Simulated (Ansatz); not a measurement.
**Geometry relaxation, with input and output: Rh (part 1 of 4)**

- system: Rh (slab, 24 atoms in the cell)
- method: DFT PBE+D3(BJ), scalar-relativistic, plane waves, PAW, no spin polarisation (Ansatz 0.2.0)

The structure derives from an entry of the Crystallography Open Database. The input holds or restrains some coordinates. Forces given for the steps count only the free coordinates. Figures and captions count atoms from 1; the log counts them from 0 in places.

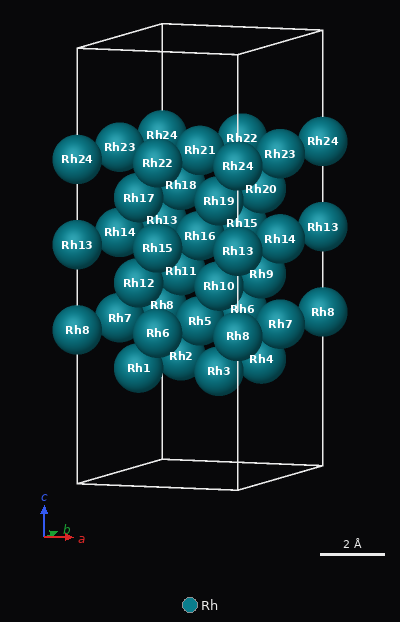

*The input geometry (spheres-only view of the cell of the calculation, with the vacuum cut short, seen slightly off an axis; atoms are numbered from 1 in the order of the input). An atom can appear more than once, as a periodic image.*

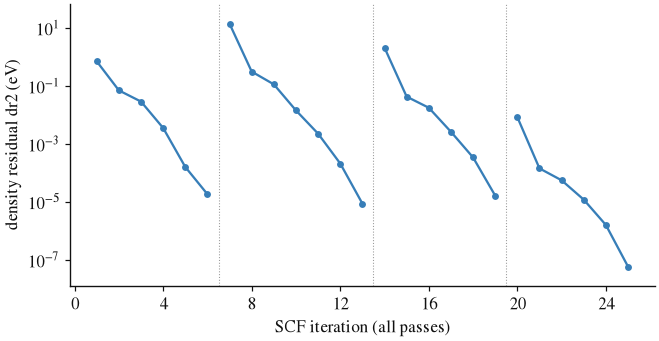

*Convergence of the self-consistent field: density residual dr2 against the SCF iteration. The dotted lines part the SCF passes of the relaxation: geometry steps, rejected trials and re-solves on a re-selected basis.*

The passes take 6, 7, 6 and 6 iterations.

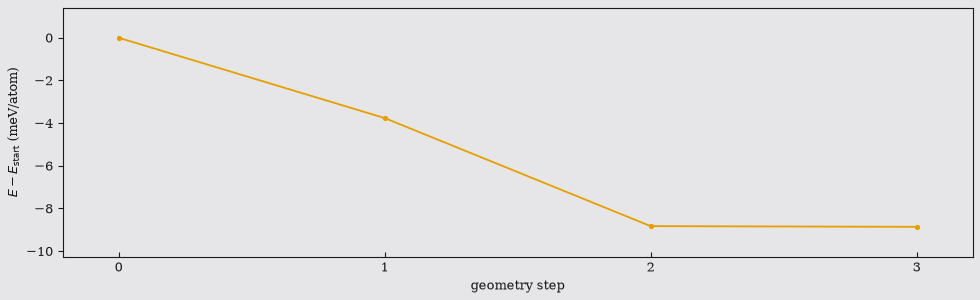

*Progress of the restrained relaxation, step by step (the first geometry is step 0 here and step 1 in the log).*

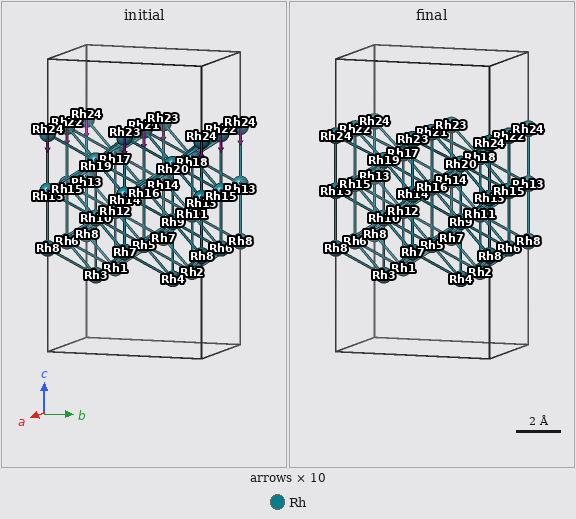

*Before (left) and after (right) the restrained relaxation, at one scale (ball-and-stick view of the cell of the calculation, with the vacuum cut short, seen slightly off an axis). The pink arrows give the displacements, magnified 10 times.*

Over 3 geometry steps the energy falls by 8.9 meV per atom. Largest force component: 0.95 eV/Å at the start, 0.0088 eV/Å at the end. The largest moves, 0.090 Å, are those of Rh21, Rh22, Rh23 and Rh24. The lattice vectors keep their values. Distances before and after: Rh13–Rh24 2.682 → 2.578 Å, Rh17–Rh21 2.682 → 2.632 Å, Rh10–Rh19 2.682 → 2.696 Å, Rh10–Rh13 2.682 → 2.689 Å. (Atoms are counted from 1 in the order of the input.)

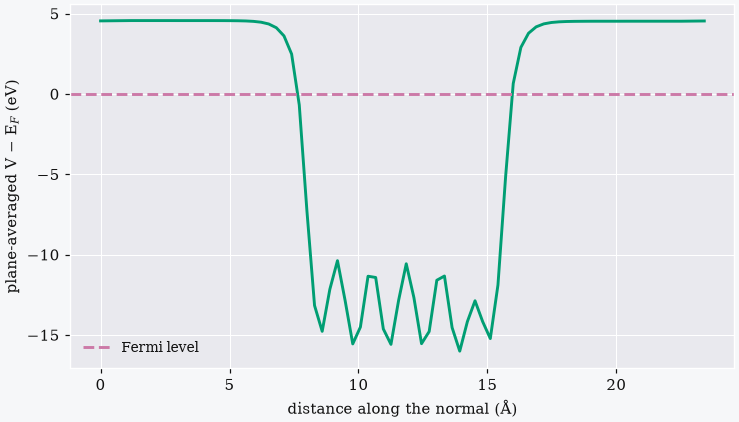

*Plane average of the electrostatic potential energy of an electron across the cell, from the Fermi level.*

The vacuum level lies 4.52 eV above the Fermi level on the upper side and 4.56 eV on the lower.

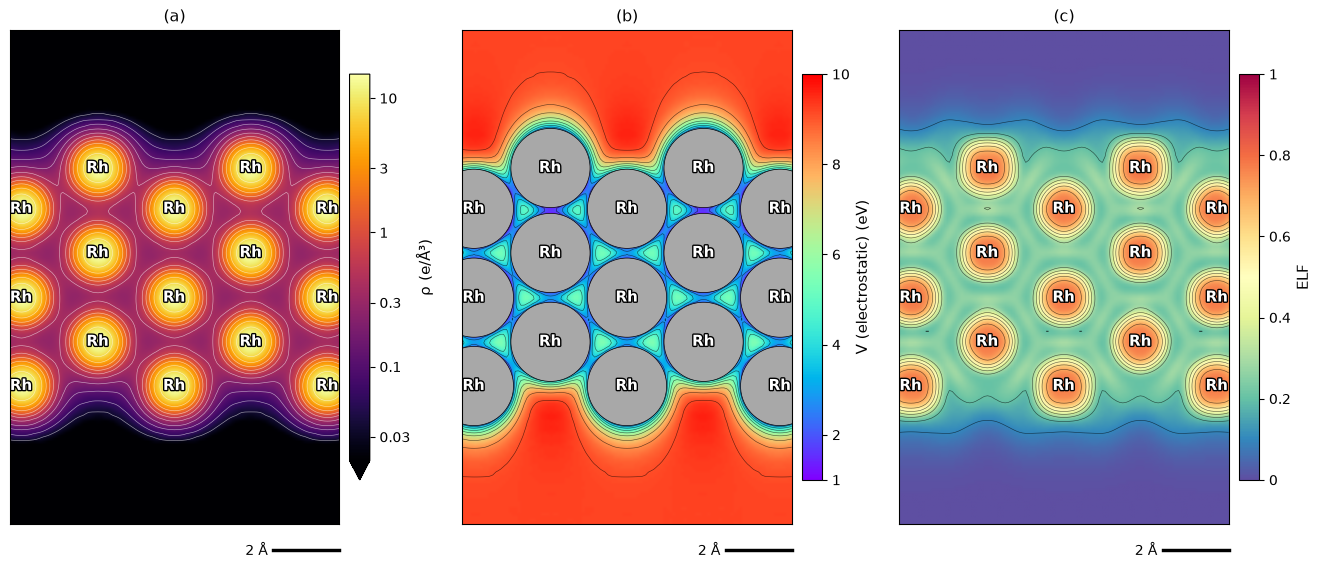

*(a) valence pseudo-density; (b) electrostatic potential (local pseudopotential plus Hartree) felt by an electron; (c) ELF on the (110) plane of the calculation cell, a cut from vacuum to vacuum. Grey discs, where drawn, cover atomic cores.*

Rh–Rh (2.58 Å): ρ at the midpoint is about 0.47 e/Å³; the ELF is about 0.30 at the midpoint; no localised pair between them. Rh–Rh (2.63 Å): ρ is about 0.41 e/Å³ halfway; the ELF is about 0.30 at the midpoint; no localised pair between them. Rh–Rh (2.68 Å): ρ is about 0.38 e/Å³ halfway; the ELF is about 0.30 at the midpoint; no localised pair between them. The density dies away to nearly zero in the vacuum. The strong features right at Rh lie inside the PAW spheres (semicore, d or f shells) and say nothing about bonding. Core electrons are frozen (PAW), so the fields are smoothed inside the atomic spheres.

The input and output of the run follow.

Input file:
```yaml
crystal:
  lattice:
    - [5.3646373911, 0.0, 0.0]
    - [0.0, 7.5867429557, 0.0]
    - [0.0, 0.0, 23.7057967389]
  atoms:
    - { symbol: Rh, position: [0.25, 0.25, 0.358562089] }
    - { symbol: Rh, position: [0.25, 0.75, 0.358562089] }
    - { symbol: Rh, position: [0.75, 0.25, 0.358562089] }
    - { symbol: Rh, position: [0.75, 0.75, 0.358562089] }
    - { symbol: Rh, position: [0.5, 0.5, 0.4151372534] }
    - { symbol: Rh, position: [0.5, 0.0, 0.4151372534] }
    - { symbol: Rh, position: [0.0, 0.5, 0.4151372534] }
    - { symbol: Rh, position: [0.0, 0.0, 0.4151372534] }
    - { symbol: Rh, position: [0.75, 0.75, 0.4717124178] }
    - { symbol: Rh, position: [0.75, 0.25, 0.4717124178] }
    - { symbol: Rh, position: [0.25, 0.75, 0.4717124178] }
    - { symbol: Rh, position: [0.25, 0.25, 0.4717124178] }
    - { symbol: Rh, position: [0.0, 0.0, 0.5282875822] }
    - { symbol: Rh, position: [0.0, 0.5, 0.5282875822] }
    - { symbol: Rh, position: [0.5, 0.0, 0.5282875822] }
    - { symbol: Rh, position: [0.5, 0.5, 0.5282875822] }
    - { symbol: Rh, position: [0.25, 0.25, 0.5848627466] }
    - { symbol: Rh, position: [0.25, 0.75, 0.5848627466] }
    - { symbol: Rh, position: [0.75, 0.25, 0.5848627466] }
    - { symbol: Rh, position: [0.75, 0.75, 0.5848627466] }
    - { symbol: Rh, position: [0.5, 0.5, 0.641437911] }
    - { symbol: Rh, position: [0.5, 0.0, 0.641437911] }
    - { symbol: Rh, position: [0.0, 0.5, 0.641437911] }
    - { symbol: Rh, position: [0.0, 0.0, 0.641437911] }
basis:
  ecutwfc: 420
kpoints:
  mp_grid: { grid: [6, 4, 1] }
hamiltonian:
  xc: pbe
  dispersion: d3bj
scf:
  occupations: { method: gaussian, width: 0.1 }
output:
  forces: true
  eigenvalues: true
  write_density: true
  write_potential: true
  elf: true
  volumetric_format: npy
relax:
  adjacent_minimum: "off"
  f_tol: 0.03
  max_steps: 70
  constraints: [{ sites: [0, 1, 2, 3, 4, 5, 6, 7, 8, 9, 10, 11] }]
efield:
  axis: 3
  dipole_correction: true
```

Launched with:
```bash
ansatz run input.yaml --threads 4 --pin off --max-ram 10240MiB --backend cpu --events-out ev --progress --plain --runs-dir out
```

Log:
```
Engine: ansatz 0.2.0, aarch64-unknown-linux-gnu
Pseudopotentials: kind: paw
Pseudopotential: Rh, paw, valence charge 17, recommended cutoff 420 eV (normal), Rh.paw.azcp
Functional definition: PBE
  parameter kappa = 0.804
  parameter beta = 0.06672455060314922
  exchange = pbe_x(kappa = kappa, mu = beta*pi^2/3)
  correlation = pbe_c(beta = beta)
Crystal: 24 atoms, lattice volume = 964.829 Å³
Basis set: ecut = 420 eV, 18799 PW (Γ), exchange–correlation on 72×108×320 points (8 copies of the dense FFT grid, shifted against one another)
Bands: 245, of which v1, the nominal top of the filled ones, is band 204 counted from 1 (203 counted from 0)
Symmetry: 16 space group operations
k-points: 12 of 24
Non-local potential: Rh, projectors of the file, l = 0: 3, l = 1: 2, l = 2: 2, l = 3: 1
PAW form: soft (Blöchl's): semilocal exchange-correlation on the pseudo side does not see the compensation charge
PAW one-centre angular grid: Rh, 590 points (default); XC on 64 Gauss nodes
Initial density: superposition of atomic densities (neutral atoms: chi_scale 0, normalization atom), corrected by the library's trained network
Initial wavefunctions: pseudopotential atomic-orbital guess
Functional: x = pbe(κ = 0.804, μ = 0.2195149727645171), c = pbe(β = 0.06672455060314922)
SCF iter   1: F=—  HF=-153667.781494 eV  |F-HF|=—  |Δ(HF+E_count)|=         —  Δρ=6.24e-3  dr2=7.00e-1  ethr=1.77e-3  p=0.000 e·Å  D=4.82e-14 V/Å  ΔV_dip=-0.00 eV  dr2_dipole=2.74e-6  V_vac-E_F(+/−)=4.35/4.35 eV  ⟨swp⟩=7.7  Hψ=12224  notcnv=0  defer=64
efield: sawtooth ramp at fractional position 0.9500 (placed from the atoms, in the widest stretch of the axis that holds none; the zero of the levels goes with the place), width 0.1000; the density the first Hamiltonian is built on has a dipole p = 0.000 e·Å; the dipole correction subtracts the counter field D = 4.82e-14 V/Å, which shifts the + side's vacuum level by -0.00 eV against the − side's; the planar-averaged density in the ramp window peaks in size at 3.2e-5 e/Å³
preconditioner: auto → LDOS  [metal: Δε(μ)=0.004 eV  Ē_g=5.049 eV  σ=0.100 eV  W_gap=0.02  n_scr=208 (ndim 8)  ℏωp=17.6 eV  f_vac=0.591  D(μ)=41.35/eV (n_scr^D=358)  β→1.0]
SCF iter   2: F=—  HF=-153667.794753 eV  |F-HF|=—  |Δ(HF+E_count)|=   1.33e-2  Δρ=3.31e-3  dr2=7.00e-2  ethr=1.72e-4  p=-0.000 e·Å  D=-8.33e-6 V/Å  ΔV_dip=0.00 eV  dr2_dipole=1.29e-5  V_vac-E_F(+/−)=4.56/4.56 eV  ⟨swp⟩=2.2  Hψ=4675  notcnv=0  defer=151
SCF iter   3: F=—  HF=-153667.784924 eV  |F-HF|=—  |Δ(HF+E_count)|=   9.83e-3  Δρ=1.34e-3  dr2=2.88e-2  ethr=1.72e-5  p=-0.000 e·Å  D=-5.74e-6 V/Å  ΔV_dip=0.00 eV  dr2_dipole=7.09e-6  V_vac-E_F(+/−)=4.55/4.55 eV  ⟨swp⟩=3.4  Hψ=6371  notcnv=0  defer=151
SCF iter   4: F=—  HF=-153667.781225 eV  |F-HF|=—  |Δ(HF+E_count)|=   3.70e-3  Δρ=4.92e-4  dr2=3.55e-3  ethr=7.07e-6  p=-0.000 e·Å  D=-5.06e-6 V/Å  ΔV_dip=0.00 eV  dr2_dipole=1.18e-6  V_vac-E_F(+/−)=4.57/4.57 eV  ⟨swp⟩=2.0  Hψ=3846  notcnv=0  defer=151
SCF iter   5: F=—  HF=-153667.781584 eV  |F-HF|=—  |Δ(HF+E_count)|=   3.59e-4  Δρ=7.22e-5  dr2=1.61e-4  ethr=8.70e-7  p=-0.000 e·Å  D=-3.10e-6 V/Å  ΔV_dip=0.00 eV  dr2_dipole=1.16e-8  V_vac-E_F(+/−)=4.58/4.58 eV  ⟨swp⟩=2.0  Hψ=3875  notcnv=0  defer=151
SCF iter   6: F=-153667.781629 eV  HF=-153667.781638 eV  |F-HF|=9.39e-6  |Δ(HF+E_count)|=   5.47e-5  Δρ=2.36e-5  dr2=1.86e-5  ethr=5.51e-9  p=-0.000 e·Å  D=-3.76e-6 V/Å  ΔV_dip=0.00 eV  dr2_dipole=2.57e-11  V_vac-E_F(+/−)=4.59/4.59 eV  ⟨swp⟩=33.7  Hψ=31868  notcnv=0
the search or the solves at the SCF's close seem to have found levels that the self-consistency loop had missed (the run counts 1). By its estimate they hold under 1e-12 electrons; where the run keeps them, the occupations were computed again with them
SCF 1 converged in 6 iterations: F = -153667.781629 eV  dr2 = 1.86e-5
  greatest PAW one-centre occupation: 1.000 electrons in one spin orbital (limit 2), on the Rh atom at site 11 (counted from 0), in its partial waves of l = 0
relax step   1: F+E_penalty+E_count = -153667.78162904 eV  Δ(F+E_penalty+E_count) = +0.000e0 eV  max|allowed force component| = 9.514e-1 eV/Å  Δτ_max = 0.0000 Å  (6 SCF iters, dr2 threshold 2.25e-5 eV, accepted)
Initial density: handed on by an earlier stage of this run
Initial wavefunctions: those handed on with the density
SCF iter   1: F=—  HF=-153668.131784 eV  |F-HF|=—  |Δ(HF+E_count)|=         —  Δρ=1.80e-2  dr2=1.38e1  ethr=3.10e-3  p=-0.000 e·Å  D=-3.83e-6 V/Å  ΔV_dip=0.00 eV  dr2_dipole=4.08e0  V_vac-E_F(+/−)=4.55/4.55 eV  ⟨swp⟩=3.9  Hψ=6206  notcnv=0  defer=203
efield: sawtooth ramp at fractional position 0.9500 (handed on by an earlier solve), width 0.1000; the density the first Hamiltonian is built on has a dipole p = -0.000 e·Å; the dipole correction subtracts the counter field D = -3.83e-6 V/Å, which shifts the + side's vacuum level by +0.00 eV against the − side's; the planar-averaged density in the ramp window peaks in size at 1.4e-6 e/Å³
preconditioner: auto → LDOS  [metal: Δε(μ)=0.002 eV  Ē_g=5.195 eV  σ=0.100 eV  W_gap=0.01  n_scr=208 (ndim 8)  ℏωp=17.6 eV  f_vac=0.597  D(μ)=42.42/eV (n_scr^D=378)  β→1.0]
SCF iter   2: F=—  HF=-153667.851295 eV  |F-HF|=—  |Δ(HF+E_count)|=   2.80e-1  Δρ=6.15e-3  dr2=3.11e-1  ethr=3.10e-3  p=0.006 e·Å  D=1.12e-3 V/Å  ΔV_dip=-0.03 eV  dr2_dipole=8.35e-3  V_vac-E_F(+/−)=4.51/4.54 eV  ⟨swp⟩=2.2  Hψ=3543  notcnv=0  defer=219
SCF iter   3: F=—  HF=-153667.886237 eV  |F-HF|=—  |Δ(HF+E_count)|=   3.49e-2  Δρ=3.47e-3  dr2=1.13e-1  ethr=7.62e-5  p=0.019 e·Å  D=3.53e-3 V/Å  ΔV_dip=-0.08 eV  dr2_dipole=1.24e-4  V_vac-E_F(+/−)=4.46/4.54 eV  ⟨swp⟩=3.0  Hψ=5525  notcnv=0  defer=235
SCF iter   4: F=—  HF=-153667.869863 eV  |F-HF|=—  |Δ(HF+E_count)|=   1.64e-2  Δρ=7.58e-4  dr2=1.43e-2  ethr=2.76e-5  p=0.013 e·Å  D=2.43e-3 V/Å  ΔV_dip=-0.06 eV  dr2_dipole=2.58e-5  V_vac-E_F(+/−)=4.49/4.54 eV  ⟨swp⟩=2.0  Hψ=4004  notcnv=0  defer=235
SCF iter   5: F=—  HF=-153667.871796 eV  |F-HF|=—  |Δ(HF+E_count)|=   1.93e-3  Δρ=3.91e-4  dr2=2.26e-3  ethr=3.50e-6  p=0.013 e·Å  D=2.42e-3 V/Å  ΔV_dip=-0.06 eV  dr2_dipole=4.42e-7  V_vac-E_F(+/−)=4.48/4.54 eV  ⟨swp⟩=2.3  Hψ=4250  notcnv=0  defer=226
SCF iter   6: F=—  HF=-153667.871889 eV  |F-HF|=—  |Δ(HF+E_count)|=   9.34e-5  Δρ=1.16e-4  dr2=2.12e-4  ethr=5.55e-7  p=0.013 e·Å  D=2.53e-3 V/Å  ΔV_dip=-0.06 eV  dr2_dipole=3.65e-6  V_vac-E_F(+/−)=4.48/4.54 eV  ⟨swp⟩=2.0  Hψ=3984  notcnv=0  defer=226
SCF iter   7: F=-153667.871917 eV  HF=-153667.871905 eV  |F-HF|=1.23e-5  |Δ(HF+E_count)|=   1.60e-5  Δρ=2.89e-5  dr2=8.84e-6  ethr=1.39e-8  p=0.013 e·Å  D=2.53e-3 V/Å  ΔV_dip=-0.06 eV  dr2_dipole=1.62e-7  V_vac-E_F(+/−)=4.48/4.54 eV  ⟨swp⟩=28.9  Hψ=32083  notcnv=0
SCF 2 converged in 7 iterations: F = -153667.871917 eV  dr2 = 8.84e-6
  greatest PAW one-centre occupation: 1.000 electrons in one spin orbital (limit 2), on the Rh atom at site 19 (counted from 0), in its partial waves of l = 0
relax step   2: F+E_penalty+E_count = -153667.87191736 eV  Δ(F+E_penalty+E_count) = -9.029e-2 eV  max|allowed force component| = 8.743e-1 eV/Å  Δτ_max = 0.1657 Å  (7 SCF iters, dr2 threshold 5.66e-5 eV, accepted)
iter 1 solved again at ethr=4.79e-4 eV; its pass at ethr=3.10e-3 eV (dr2=1.95e0 eV) is discarded
```
